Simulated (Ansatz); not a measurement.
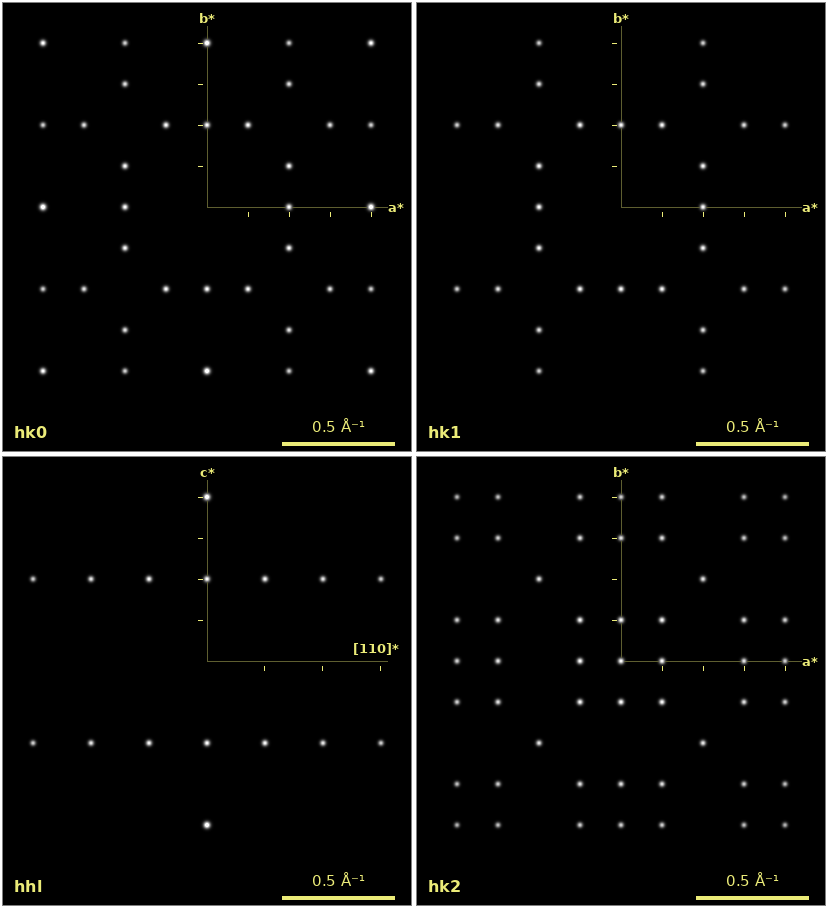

Four undistorted layers of reciprocal space, calculated for a single crystal (X-rays, kinematic |F|², B = 0.5 Å²). Tick marks count the reciprocal lattice steps of the conventional cell along each axis.

Question: Read the reciprocal cell and give the direct cell.

Answer: a* = 0.183, b* = 0.183, c* = 0.183 Å⁻¹; the cell is cubic with a = 5.45 Å.

Question: Which reflection conditions do the layers show?

Answer: Reflections are present only under these conditions. hkl: no condition; hk0: no condition; hhl: l = 2n; h00: h = 2n. The lattice is primitive (P). Further gaps, such as 0 4 1, 4 0 1, 1 4 0, come from atoms on special positions, not from the group's general conditions. A few very weak reflections are below the display threshold.

Question: Which space groups fit?

Answer: The intensities have Laue symmetry m-3m (the hk0 layer shows 4mm, hk1 shows 4mm). With these conditions the candidates are P-43n (No. 218), Pm-3n (No. 223). Diffraction geometry alone does not choose among them; the structure has Pm-3n. The compound is Ga. Structure: the input geometry of an electronic-structure calculation (not necessarily at equilibrium); the starting structure was generated, so it need not be a known form of this composition.
